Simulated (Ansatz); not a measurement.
# Run report: SnSe, geometry relaxation

The run: geometry relaxation of SnSe (Fm-3m, 2 atoms in the cell). Method and program: DFT PBE, scalar-relativistic, plane waves, PAW, no spin polarisation (Ansatz 0.2.0).

The structure derives from an entry of the Crystallography Open Database.

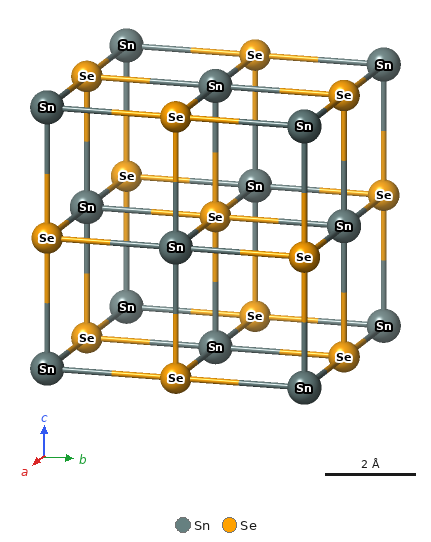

*The starting structure (ball-and-stick view of the cell 4 times as large as that of the calculation, set on its symmetry axes, seen slightly off an axis). An atom can appear more than once, as a periodic image.*

Near neighbours in the periodic cell (some may lie outside the picture): Sn has 6 Se at 3.01 Å; Se has 6 Sn at 3.01 Å.

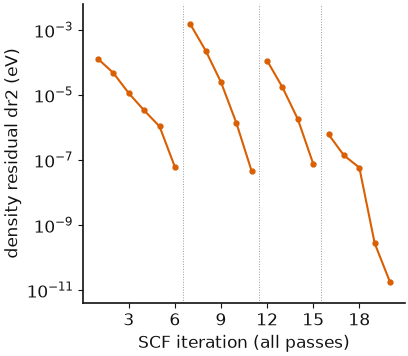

*Convergence of the self-consistent field: density residual dr2 against the SCF iteration. The dotted lines part the SCF passes of the relaxation: geometry steps, rejected trials and re-solves on a re-selected basis.*

The passes take 6, 5, 4 and 5 iterations.

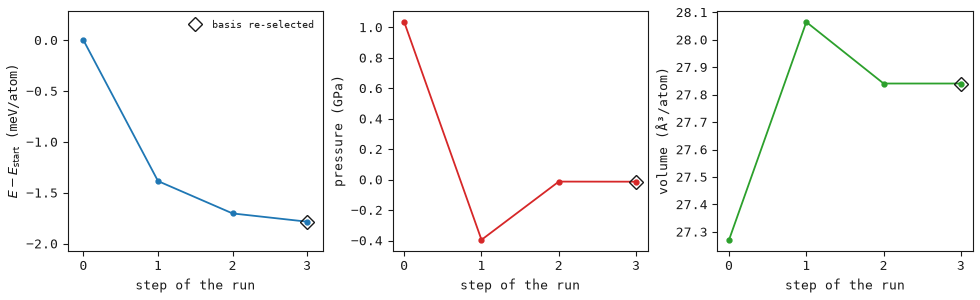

*Progress of the relaxation, step by step (the first geometry is step 0 here and step 1 in the log).*

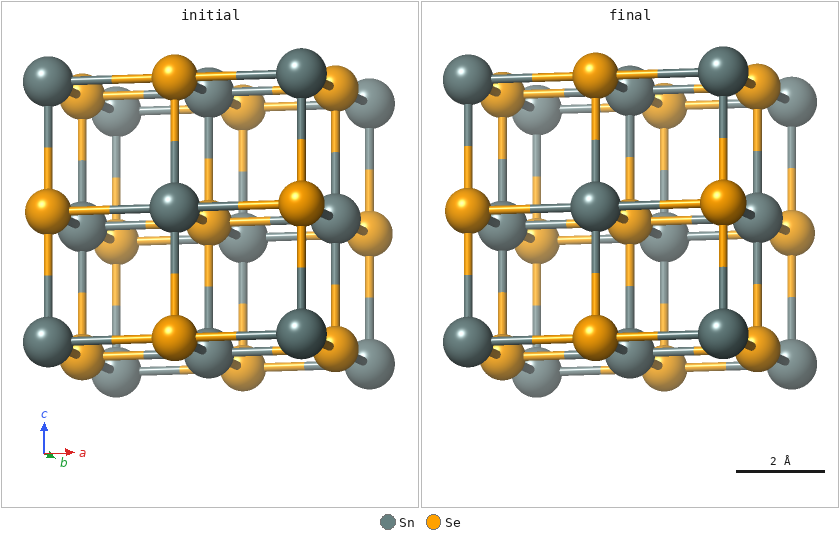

*Before (left) and after (right) the relaxation, at one scale (ball-and-stick view of the cell 4 times as large as that of the calculation, set on its symmetry axes, seen at an oblique angle).*

No atom moves by more than 0.005 Å relative to the cell. The volume changes by +2.1 %, with a = b = c 6.020 → 6.062 Å (+0.7 %). Among the contacts that change: Sn1–Se2 3.010 → 3.031 Å. The space group stays Fm-3m (No. 225). The energy falls by 1.7 meV per atom in 2 geometry steps. All forces vanish by symmetry, so only the cell relaxes. The pressure goes from 1.03 to −0.01 GPa. A last SCF at the same geometry on a re-selected plane-wave basis shifts the energy by −0.1 meV per atom. (Atoms are counted from 1 in the order of the input.)

The input and output of the run follow.

**Input file**
```yaml
crystal:
  lattice:
    - [0.0, 3.01, 3.01]
    - [3.01, 0.0, 3.01]
    - [3.01, 3.01, 0.0]
  atoms:
    - { symbol: Sn, position: [0.0, 0.0, 0.0] }
    - { symbol: Se, position: [0.5, 0.5, 0.5] }
basis:
  ecutwfc: 420
kpoints:
  mp_grid: { grid: [10, 10, 10] }
hamiltonian:
  xc: pbe
scf:
  occupations: { method: gaussian, width: 0.02 }
output:
  forces: true
  stress: true
  eigenvalues: true
relax:
  adjacent_minimum: "off"
  f_tol: 0.005
  max_steps: 80
  cell: { stress_tol: 0.05 }
```

Launched with:
```bash
ansatz run input.yaml --threads 4 --pin off --max-ram 10240MiB --backend cpu --events-out ev --progress --plain --runs-dir out
```

**Output**
```
Engine: ansatz 0.2.0, x86_64-unknown-linux-gnu
Pseudopotentials: kind: paw
Pseudopotential: Sn, paw, valence charge 14, recommended cutoff 420 eV (normal), Sn.paw.azcp
Pseudopotential: Se, paw, valence charge 16, recommended cutoff 420 eV (normal), Se.paw.azcp
Functional definition: PBE
  parameter kappa = 0.804
  parameter beta = 0.06672455060314922
  exchange = pbe_x(kappa = kappa, mu = beta*pi^2/3)
  correlation = pbe_c(beta = beta)
Crystal: 2 atoms, lattice volume = 54.542 Å³
Basis set: ecut = 420 eV, 1067 PW (Γ), exchange–correlation on 60×60×60 points (8 copies of the dense FFT grid, shifted against one another)
Bands: 19, of which v1, the nominal top of the filled ones, is band 15 counted from 1 (14 counted from 0)
Symmetry: 48 space group operations
Space group: Fm-3m (ITA 225), of the structure as read, at distance tolerance 3.8e-5 Å
k-points: 47 of 1000
Non-local potential: Sn, projectors of the file, l = 0: 2, l = 1: 2, l = 2: 2, l = 3: 2
Non-local potential: Se, projectors of the file, l = 0: 2, l = 1: 2, l = 2: 3, l = 3: 1
PAW form: soft (Blöchl's): semilocal exchange-correlation on the pseudo side does not see the compensation charge
PAW one-centre angular grid: Sn, 590 points (default); XC on 64 Gauss nodes
PAW one-centre angular grid: Se, 590 points (default); XC on 64 Gauss nodes
Initial density: superposition of atomic densities (neutral atoms: chi_scale 0, normalization atom), corrected by the library's trained network
Initial wavefunctions: pseudopotential atomic-orbital guess
Functional: x = pbe(κ = 0.804, μ = 0.2195149727645171), c = pbe(β = 0.06672455060314922)
SCF iter   1: F=—  HF=-11494.156592 eV  |F-HF|=—  |Δ(HF+E_count)|=         —  Δρ=5.31e-4  dr2=1.28e-4  ethr=1.77e-3  ⟨swp⟩=6.1  Hψ=4423  notcnv=0
preconditioner: auto → none  [insulator: Δε(μ)=0.502 eV  Ē_g=17.399 eV  σ=0.020 eV  W_gap=1.00  n_scr=14 (ndim 8)  ℏωp=22.5 eV  f_vac=0.016  D(μ)=0.00/eV (n_scr^D=0)  ε∞_Penn≈2.7]
SCF iter   2: F=—  HF=-11494.155657 eV  |F-HF|=—  |Δ(HF+E_count)|=   9.35e-4  Δρ=3.92e-4  dr2=4.71e-5  ethr=4.28e-7  ⟨swp⟩=2.9  Hψ=2132  notcnv=0
SCF iter   3: F=—  HF=-11494.155665 eV  |F-HF|=—  |Δ(HF+E_count)|=   7.67e-6  Δρ=2.02e-4  dr2=1.13e-5  ethr=1.57e-7  ⟨swp⟩=2.0  Hψ=1598  notcnv=0
SCF iter   4: F=—  HF=-11494.155688 eV  |F-HF|=—  |Δ(HF+E_count)|=   2.29e-5  Δρ=7.85e-5  dr2=3.34e-6  ethr=3.77e-8  ⟨swp⟩=2.0  Hψ=1598  notcnv=0
SCF iter   5: F=—  HF=-11494.155686 eV  |F-HF|=—  |Δ(HF+E_count)|=   1.60e-6  Δρ=4.51e-5  dr2=1.08e-6  ethr=1.11e-8  ⟨swp⟩=2.2  Hψ=1183  notcnv=0
SCF iter   6: F=-11494.155685 eV  HF=-11494.155685 eV  |F-HF|=1.00e-7  |Δ(HF+E_count)|=   8.34e-7  Δρ=1.14e-5  dr2=6.09e-8  ethr=3.33e-10  ⟨swp⟩=3.0  Hψ=4048  notcnv=0
SCF 1 converged in 6 iterations: F = -11494.155685 eV  dr2 = 6.09e-8
  greatest PAW one-centre occupation: 1.000 electrons in one spin orbital (limit 2), on the Se atom at site 1 (counted from 0), in its partial waves of l = 2
relax step   1: F+E_penalty+E_count = -11494.15568540 eV  Δ(F+E_penalty+E_count) = +0.000e0 eV  max|allowed force component| = 1.709e-30 eV/Å  Δτ_max = 0.0000 Å  P = +1.035 GPa  Ω = 54.542 Å³  (6 SCF iters, dr2 threshold 1.00e-7 eV, accepted)
Crystal: 2 atoms, lattice volume = 56.129 Å³
Initial density: handed on by an earlier stage of this run
Initial wavefunctions: those handed on with the density
iter 1 solved again at ethr=5.30e-6 eV; its pass at ethr=3.10e-3 eV (dr2=1.59e-3 eV) is discarded
SCF iter   1: F=—  HF=-11494.158870 eV  |F-HF|=—  |Δ(HF+E_count)|=         —  Δρ=1.08e-3  dr2=1.50e-3  ethr=5.30e-6  ⟨swp⟩=2.0  Hψ=5756  notcnv=0
preconditioner: auto → none  [insulator: Δε(μ)=0.451 eV  Ē_g=17.292 eV  σ=0.020 eV  W_gap=1.00  n_scr=14 (ndim 8)  ℏωp=22.2 eV  f_vac=0.021  D(μ)=0.00/eV (n_scr^D=0)  ε∞_Penn≈2.6]
SCF iter   2: F=—  HF=-11494.158503 eV  |F-HF|=—  |Δ(HF+E_count)|=   3.67e-4  Δρ=4.99e-4  dr2=2.31e-4  ethr=5.01e-6  ⟨swp⟩=2.0  Hψ=1296  notcnv=0
SCF iter   3: F=—  HF=-11494.158451 eV  |F-HF|=—  |Δ(HF+E_count)|=   5.24e-5  Δρ=1.89e-4  dr2=2.46e-5  ethr=7.70e-7  ⟨swp⟩=2.2  Hψ=1284  notcnv=0
SCF iter   4: F=—  HF=-11494.158455 eV  |F-HF|=—  |Δ(HF+E_count)|=   4.19e-6  Δρ=4.47e-5  dr2=1.37e-6  ethr=8.20e-8  ⟨swp⟩=2.8  Hψ=1483  notcnv=0
SCF iter   5: F=-11494.158455 eV  HF=-11494.158455 eV  |F-HF|=2.46e-8  |Δ(HF+E_count)|=   4.59e-9  Δρ=1.25e-5  dr2=4.44e-8  ethr=6.67e-10  ⟨swp⟩=6.1  Hψ=4287  notcnv=0
SCF 2 converged in 5 iterations: F = -11494.158455 eV  dr2 = 4.44e-8
relax step   2: F+E_penalty+E_count = -11494.15845476 eV  Δ(F+E_penalty+E_count) = -2.769e-3 eV  max|allowed force component| = 1.413e-29 eV/Å  Δτ_max = 0.0000 Å  P = -0.396 GPa  Ω = 56.129 Å³  energy of the carried Pulay correction = -2.213e-4 eV  (5 SCF iters, dr2 threshold 2.00e-7 eV, accepted)
Crystal: 2 atoms, lattice volume = 55.681 Å³
iter 1 solved again at ethr=6.28e-7 eV; its pass at ethr=3.10e-3 eV (dr2=1.88e-4 eV) is discarded
SCF iter   1: F=—  HF=-11494.159125 eV  |F-HF|=—  |Δ(HF+E_count)|=         —  Δρ=2.95e-4  dr2=1.13e-4  ethr=6.28e-7  ⟨swp⟩=2.0  Hψ=5123  notcnv=0
preconditioner: auto → none  [insulator: Δε(μ)=0.489 eV  Ē_g=17.338 eV  σ=0.020 eV  W_gap=1.00  n_scr=14 (ndim 8)  ℏωp=22.3 eV  f_vac=0.017  D(μ)=0.00/eV (n_scr^D=0)  ε∞_Penn≈2.6]
SCF iter   2: F=—  HF=-11494.159096 eV  |F-HF|=—  |Δ(HF+E_count)|=   2.93e-5  Δρ=1.39e-4  dr2=1.71e-5  ethr=3.75e-7  ⟨swp⟩=2.0  Hψ=1108  notcnv=0
SCF iter   3: F=—  HF=-11494.159091 eV  |F-HF|=—  |Δ(HF+E_count)|=   4.46e-6  Δρ=5.09e-5  dr2=1.79e-6  ethr=5.71e-8  ⟨swp⟩=2.2  Hψ=1526  notcnv=0
SCF iter   4: F=-11494.159091 eV  HF=-11494.159091 eV  |F-HF|=1.59e-8  |Δ(HF+E_count)|=   1.99e-7  Δρ=9.66e-6  dr2=7.60e-8  ethr=6.67e-10  ⟨swp⟩=3.3  Hψ=3867  notcnv=0
SCF 3 converged in 4 iterations: F = -11494.159091 eV  dr2 = 7.60e-8
relax step   3: F+E_penalty+E_count = -11494.15909146 eV  Δ(F+E_penalty+E_count) = -6.367e-4 eV  max|allowed force component| = 1.525e-29 eV/Å  Δτ_max = 0.0000 Å  P = -0.013 GPa  Ω = 55.681 Å³  energy of the carried Pulay correction = -1.595e-4 eV  (4 SCF iters, dr2 threshold 2.00e-7 eV, accepted)
Initial wavefunctions: pseudopotential atomic-orbital guess (no wavefunctions were taken with the density)
iter 1 solved again at ethr=6.97e-8 eV; its pass at ethr=3.10e-3 eV (dr2=2.09e-5 eV) is discarded
SCF iter   1: F=—  HF=-11494.158855 eV  |F-HF|=—  |Δ(HF+E_count)|=         —  Δρ=1.97e-4  dr2=6.09e-7  ethr=6.97e-8  ⟨swp⟩=3.0  Hψ=6933  notcnv=0
preconditioner: auto → none  [insulator: Δε(μ)=0.488 eV  Ē_g=17.334 eV  σ=0.020 eV  W_gap=1.00  n_scr=14 (ndim 8)  ℏωp=22.3 eV  f_vac=0.017  D(μ)=0.00/eV (n_scr^D=0)  ε∞_Penn≈2.6]
SCF iter   2: F=—  HF=-11494.159153 eV  |F-HF|=—  |Δ(HF+E_count)|=   2.99e-4  Δρ=9.82e-5  dr2=1.38e-7  ethr=2.03e-9  ⟨swp⟩=2.0  Hψ=1109  notcnv=0
SCF iter   3: F=—  HF=-11494.159251 eV  |F-HF|=—  |Δ(HF+E_count)|=   9.73e-5  Δρ=1.58e-5  dr2=5.83e-8  ethr=4.60e-10  ⟨swp⟩=2.3  Hψ=1232  notcnv=0
SCF iter   4: F=—  HF=-11494.159253 eV  |F-HF|=—  |Δ(HF+E_count)|=   1.97e-6  Δρ=3.36e-6  dr2=2.73e-10  ethr=1.94e-10  ⟨swp⟩=2.4  Hψ=1343  notcnv=0
SCF iter   5: F=-11494.159253 eV  HF=-11494.159253 eV  |F-HF|=2.91e-11  |Δ(HF+E_count)|=   1.10e-7  Δρ=2.30e-7  dr2=1.74e-11  ethr=1.00e-12  ⟨swp⟩=4.3  Hψ=4287  notcnv=0
SCF 4 converged in 5 iterations: F = -11494.159253 eV  dr2 = 1.74e-11
relax step   4: F+E_penalty+E_count = -11494.15925283 eV  Δ(F+E_penalty+E_count) = -1.614e-4 eV  max|allowed force component| = 1.420e-29 eV/Å  Δτ_max = 0.0000 Å  P = -0.014 GPa  Ω = 55.681 Å³  stress off target by 1.36e-2 GPa  SCF on the basis re-selected at this cell (its energy is not comparable with the rows above)  (5 SCF iters)
basis re-selected at this cell: Δ(F+E_penalty+E_count) = -1.614e-4 eV, ΔP = -0.001 GPa vs the last step (what re-selecting the basis moved, of the pressure what is left beyond the Pulay correction that the steps carried, after the strain that the cell walked since its last selection, with what the two solves' SCF thresholds leave and, on support functions, any second-order correction that the steps lacked; it is no measure of the basis error at this ecutwfc). This SCF's stress stands 1.36e-2 GPa from its target on what of the cell is left free (relax.cell.stress_tol is 5.00e-2 GPa) and its largest allowed force component is 1.42e-29 eV/Å (relax.f_tol is 5.00e-3 eV/Å): within both
SCF converged after 5 iterations
Free energy (F): -11494.159253 eV
Harris-Foulkes:  -11494.159253 eV  (|F-HF|=2.91e-11)
Internal energy: -11494.159253 eV  (E = F + TS)
E sigma→0 (E₀):  -11494.159253 eV
Fermi energy:    9.038993 eV
--- Per-component energies (eV) ---
  E_band       = -484.008567
  E_kinetic    = 302.687622
  E_local      = -3358.010975  (includes V_loc(G=0)·N_el)
  E_nonlocal   = -628.585273
  E_hartree    = 1762.359610
  E_xc         = -487.407923
  E_vxc        = -194.563109  (∫ρ·V_xc dr)
  E_paw        = -6043.843426  (= ΣΔE_a)
  E_vpaw       = -130.255590  (= ΣTr[D̂ρ^β])
  E_aug_tail   = -0.000546  (compensation charges beyond the density's cutoff)
  E_ewald      = -3041.358342
  E_smearing   = -0.000000  (= −TS)
  E_closure    = 0.000000  (closes the sum)
  Σ components = -11494.159253   (vs F -11494.159253, Δ=0.00e0)
--- Forces (eV/Å), atoms counted from 1 ---
  atom   1  Sn     0.00000000    -0.00000000     0.00000000
  atom   2  Se    -0.00000000     0.00000000    -0.00000000
  max |Σ_I F_I| component: 9.99e-30 eV/Å
--- Stress (GPa, compression-positive) ---
       -0.013611      -0.000000      -0.000000
       -0.000000      -0.013611      -0.000000
       -0.000000      -0.000000      -0.013611
  P = ⅓ Tr σ = -0.0136 GPa (-0.136 kbar)
--- Band table (eV; the first three rows and the last of 47) ---
  k-point 0: bands = ["-38.8288", "-38.8288", "-38.8273", "-38.8273", "-38.8273", "-12.8324", "-12.8324", "-12.8324", "-12.8290", "-12.8290", "-4.9437", "3.6511", "6.6551", "6.6551", "6.6551", "13.0234", "13.0234", "13.0234", "14.6799"]
  k-point 1: bands = ["-38.8288", "-38.8288", "-38.8273", "-38.8273", "-38.8273", "-12.8322", "-12.8318", "-12.8318", "-12.8291", "-12.8291", "-4.8761", "3.2895", "6.6673", "6.6673", "6.9431", "12.4302", "12.5385", "12.5385", "14.6561"]
  k-point 2: bands = ["-38.8288", "-38.8288", "-38.8273", "-38.8273", "-38.8273", "-12.8325", "-12.8325", "-12.8316", "-12.8274", "-12.8274", "-4.6862", "2.5141", "6.7078", "6.7078", "7.5087", "11.3931", "11.6437", "11.6437", "14.7491"]
  k-point 46: bands = ["-38.8288", "-38.8288", "-38.8273", "-38.8272", "-38.8272", "-12.8472", "-12.8309", "-12.8273", "-12.8241", "-12.8164", "-3.7743", "1.9906", "3.9564", "4.4858", "7.5584", "10.7453", "13.1018", "13.8675", "15.1889"]
--- Relaxed structure (3 steps of the walk, 3 accepted, 1 SCFs on fresh bases) ---
  F+E_penalty+E_count = -11494.15925283 eV   max|allowed force component| = 1.420e-29 eV/Å   (the final SCF, on the basis selected at the relaxed cell)
  cell:  # Å, volume = 55.6809 Å³
    - [-6.5610812299227186e-34, 3.0308108360520483, 3.0308108360520483]
    - [3.0308108360520483, -1.2740009557378268e-33, 3.0308108360520483]
    - [3.0308108360520483, 3.0308108360520483, -6.5610812299227186e-34]
  atoms:
    - { symbol: Sn, position: [-1.3330079903283701e-36, 4.665527966076023e-36, 5.332031961234222e-36] }
    - { symbol: Se, position: [0.5000000000000001, 0.5000000000000001, 0.5000000000000001] }
```

**Trajectory as extended XYZ (Å, eV, eV/Å), 4 frames, from step=1 to step=4**
```
2
Lattice="0.0000 3.0100 3.0100 3.0100 0.0000 3.0100 3.0100 3.0100 0.0000" Properties=species:S:1:pos:R:3:forces:R:3 step=1 energy=-11494.15568 pressure_GPa=1.03
Sn    0.0000    0.0000    0.0000    0.0000   0.0000   0.0000
Se    3.0100    3.0100    3.0100    0.0000   0.0000   0.0000
2
Lattice="0.0000 3.0389 3.0389 3.0389 0.0000 3.0389 3.0389 3.0389 0.0000" Properties=species:S:1:pos:R:3:forces:R:3 step=2 energy=-11494.15846 pressure_GPa=-0.40
Sn    0.0000    0.0000    0.0000    0.0000   0.0000   0.0000
Se    3.0389    3.0389    3.0389    0.0000   0.0000   0.0000
2
Lattice="0.0000 3.0308 3.0308 3.0308 0.0000 3.0308 3.0308 3.0308 0.0000" Properties=species:S:1:pos:R:3:forces:R:3 step=3 energy=-11494.15909 pressure_GPa=-0.01
Sn    0.0000    0.0000    0.0000    0.0000   0.0000   0.0000
Se    3.0308    3.0308    3.0308    0.0000   0.0000   0.0000
2
Lattice="0.0000 3.0308 3.0308 3.0308 0.0000 3.0308 3.0308 3.0308 0.0000" Properties=species:S:1:pos:R:3:forces:R:3 step=4 energy=-11494.15925 pressure_GPa=-0.01
Sn    0.0000    0.0000    0.0000    0.0000   0.0000   0.0000
Se    3.0308    3.0308    3.0308    0.0000   0.0000   0.0000
```

**Results in brief**

```json
{"quantity": "outcome", "value": "converged"}
{"quantity": "space group (tolerance 0.01 Å)", "value": "Fm-3m (225)"}
{"quantity": "electrons treated", "value": "30"}
{"quantity": "free energy", "value": "−11494.1593 eV"}
{"quantity": "Fermi energy", "value": "9.039 eV"}
{"quantity": "gap on the k-point mesh", "value": "0.49 eV"}
{"quantity": "pressure", "value": "−0.01 GPa"}
{"quantity": "final volume", "value": "55.68 Å³"}
{"quantity": "largest force (length of the vector) at the end", "value": "under 0.001 eV/Å"}
{"quantity": "final cell", "value": "a = 4.286 Å, b = 4.286 Å, c = 4.286 Å, α = 60.00°, β = 60.00°, γ = 60.00°"}
{"quantity": "hardware", "value": "4 threads of Intel Xeon @ 2.90GHz (Ice Lake), 32 GiB of memory available, shared host"}
{"quantity": "wall time", "value": "2.5 s (CPU time 8.3 s)"}
{"quantity": "peak memory", "value": "0.47 GiB"}
```
